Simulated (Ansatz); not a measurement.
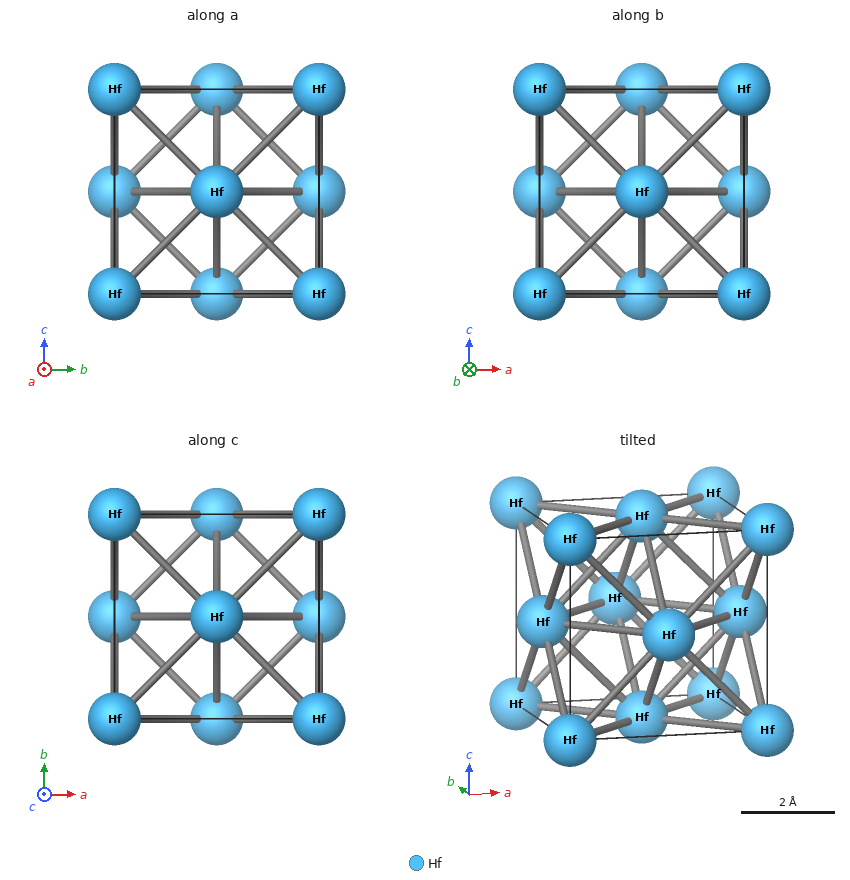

Drawn in the ball-and-stick manner and seen along the a axis, along the b axis, along the c axis and slightly off an axis. The parallelepiped is the conventional unit cell.

Lattice parameters: a = 4.4260 Å, b = 4.4260 Å, c = 4.4260 Å, α = 90.000°, β = 90.000°, γ = 90.000°.

Give the structure in the form of a CIF in P1 with every atom of the cell.

```cif
data_structure
_symmetry_space_group_name_H-M 'P 1'
_symmetry_Int_Tables_number 1
_cell_length_a 4.4260
_cell_length_b 4.4260
_cell_length_c 4.4260
_cell_angle_alpha 90.000
_cell_angle_beta 90.000
_cell_angle_gamma 90.000
_cell_volume 86.70
loop_
_atom_site_label
_atom_site_type_symbol
_atom_site_fract_x
_atom_site_fract_y
_atom_site_fract_z
_atom_site_occupancy
Hf1 Hf 0.0000 0.0000 0.0000 1
Hf2 Hf 0.0000 0.5000 0.5000 1
Hf3 Hf 0.5000 0.0000 0.5000 1
Hf4 Hf 0.5000 0.5000 0.0000 1
```

Its origin is a structure type filled with this element by a generator (whether the element takes this form wasn't checked). Earlier steps of the study may have refined or changed the cell and positions. It went into a calculation with Ansatz.

At this level of theory the cell isn't at rest (compressed, at 4 GPa), so its distances can differ from those at equilibrium, the more so the softer the solid.
